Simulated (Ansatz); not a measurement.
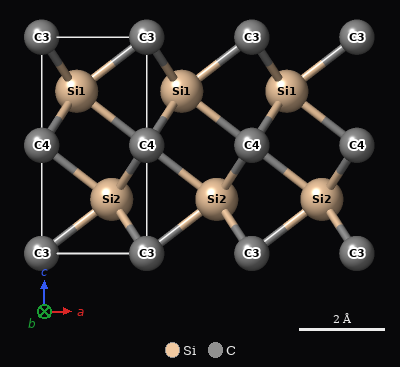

A crystal of SiC (a generated structure, set up in P6_3/mmc), before the relaxation. The picture is a ball-and-stick view of the cell of the calculation, repeated 3 × 1 × 1 with one cell outlined, seen along the b axis.

Computed with Ansatz, DFT PBE, scalar-relativistic, plane waves, PAW.

Input
```yaml
crystal:
  lattice:
    - [2.8642457706, 0.0, 0.0]
    - [-1.4321228853, 2.4805096, 0.0]
    - [0.0, 0.0, 5.1057831427]
  atoms:
    - { symbol: Si, position: [0.3333333333, 0.6666666667, 0.75] }
    - { symbol: Si, position: [0.6666666667, 0.3333333333, 0.25] }
    - { symbol: C, position: [0.0, 0.0, 0.0] }
    - { symbol: C, position: [0.0, 0.0, 0.5] }
basis:
  ecutwfc: 420
kpoints:
  mp_grid: { grid: [18, 18, 10] }
hamiltonian:
  xc: pbe
scf:
  occupations: { method: gaussian, width: 0.1 }
output:
  forces: true
  stress: true
  eigenvalues: true
  write_density: true
  write_potential: true
  elf: true
  volumetric_format: npy
relax:
  adjacent_minimum: "off"
  f_tol: 0.01
  max_steps: 80
  cell: { stress_tol: 0.05 }
```

Command:
```bash
ansatz run input.yaml --threads 1 --pin off --max-ram 2048MiB --backend cpu --events-out ev --progress --plain --runs-dir out
```

Where does the relaxation end?

Answer. The energy falls by 4.3 meV per cell of the calculation in 3 accepted moves (4 points after the start). All forces vanish by symmetry, so only the cell relaxes. Pressure: 0.38 GPa at the start and 0.02 GPa at the end. The SCF was repeated once at an unchanged geometry on a basis and grid sized afresh for the cell, which shifted the energy by 0.2 meV per cell of the calculation at most. The atoms keep their places relative to the cell (all moves are under 0.005 Å). The volume changes by +0.3 %, with a = b 2.864 → 2.877 Å (+0.4 %), c 5.106 → 5.075 Å (−0.6 %). The space group stays P6_3/mmc (No. 194). Cost: 34 s on 1 thread of Arm Neoverse V1 (shared host), peak memory 0.38 GiB.

Final geometry:

```xyz
4
Lattice="2.8770 0.0000 0.0000 -1.4385 2.4915 0.0000 0.0000 0.0000 5.0749" Properties=species:S:1:pos:R:3 pbc="T T T"
Si    0.0000    1.6610    3.8062
Si    1.4385    0.8305    1.2687
C     1.4385    2.4915    0.0000
C     1.4385    2.4915    2.5374
```
